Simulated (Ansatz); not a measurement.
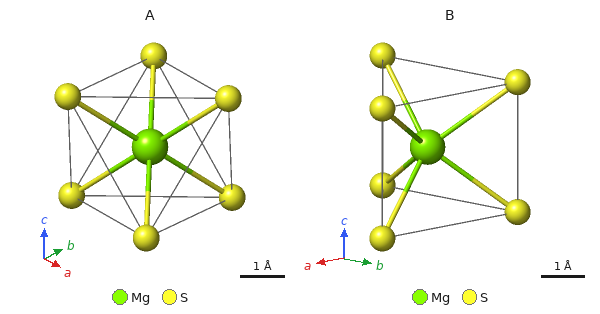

Coordination polyhedra in MgS (P6_3/mmc). Continuous shape measures are computed against ideal polyhedra (0 is ideal; above about 3 the distortion is strong). Origin: the end point of a relaxation with DFT PBE, scalar-relativistic, plane waves, PAW (Ansatz 0.2.0); the starting structure was generated, so it need not be a known form of this composition.

Question: Name each polyhedron.

Answer: A. Mg2 site, MgS6: an essentially ideal octahedron (coordination number 6, S = 0.00; next best trigonal prism, S = 16.6); mean bond 2.61 Å.
B. Mg1 site, MgS6: a slightly distorted trigonal prism (coordination number 6, S = 0.36; next best pentagonal pyramid, S = 16.7); mean bond 2.67 Å.
